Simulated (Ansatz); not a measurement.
Input of the run:

```
crystal:
  lattice:
    - [0.0, 3.0889072977, 2.9675351117]
    - [3.0889072977, 0.0, 2.9675351117]
    - [3.0889072977, 3.0889072977, 0.0]
  atoms:
    - { symbol: Ca, position: [0.0, 0.0, 0.0] }
    - { symbol: Se, position: [0.5, 0.5, 0.5] }
kpoints:
  mp_grid: { grid: [6, 6, 6] }
  band_path:
    path:
      - [0.0, 0.0, 0.0]
      - [0.5, 0.0, 0.5]
      - [0.625, 0.25, 0.625]
      - [0.375, 0.375, 0.75]
      - [0.5, 0.5, 0.5]
      - [0.5, 0.25, 0.75]
      - [0.5, 0.5, 0.0]
    npoints: 1
hamiltonian:
  xc: hse06
scf:
  occupations: { method: fixed }
  n_extra_bands: 4
output:
  forces: true
  stress: true
  eigenvalues: true
```

Launched with:
```bash
ansatz run input.yaml --threads 4 --pin off --max-ram 3686MiB --backend cpu --events-out ev --progress --plain --runs-dir out
```

What will the density of states look like?

There is a gap; over the k points computed it is 3.15 eV (indirect; the smallest direct gap is 3.75 eV). The upper group of valence states starts about 3.2 eV under the valence-band top, with a gap beneath it; it holds about 6 electrons a cell. Within the window shown, the tallest peak of the filled states lies 1.1 eV under the valence-band top, at about 4.2 states per eV and cell.

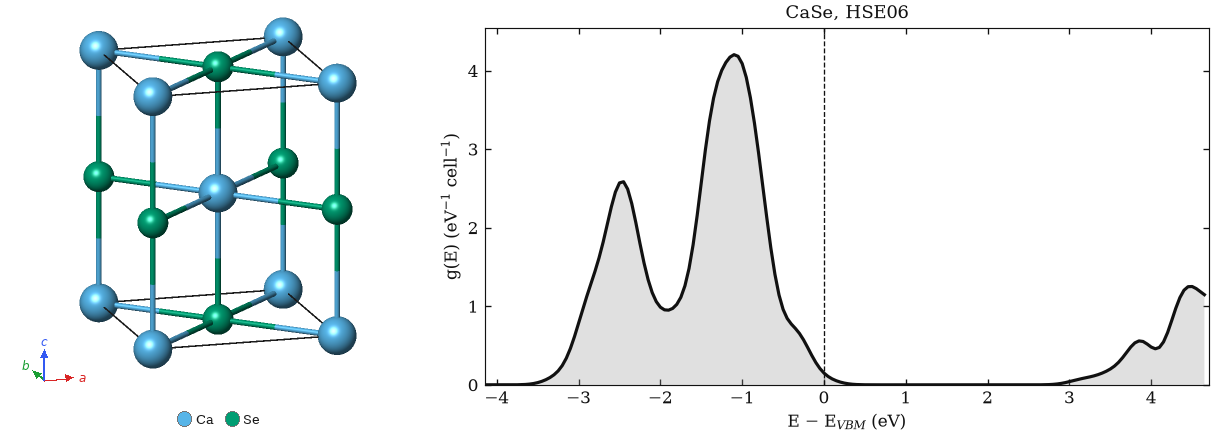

Density of states, beside the structure. Energies are counted from the top of the valence band. The curve is built from the levels of the k mesh with Gaussians 0.4 eV wide, which also blur the band edges.
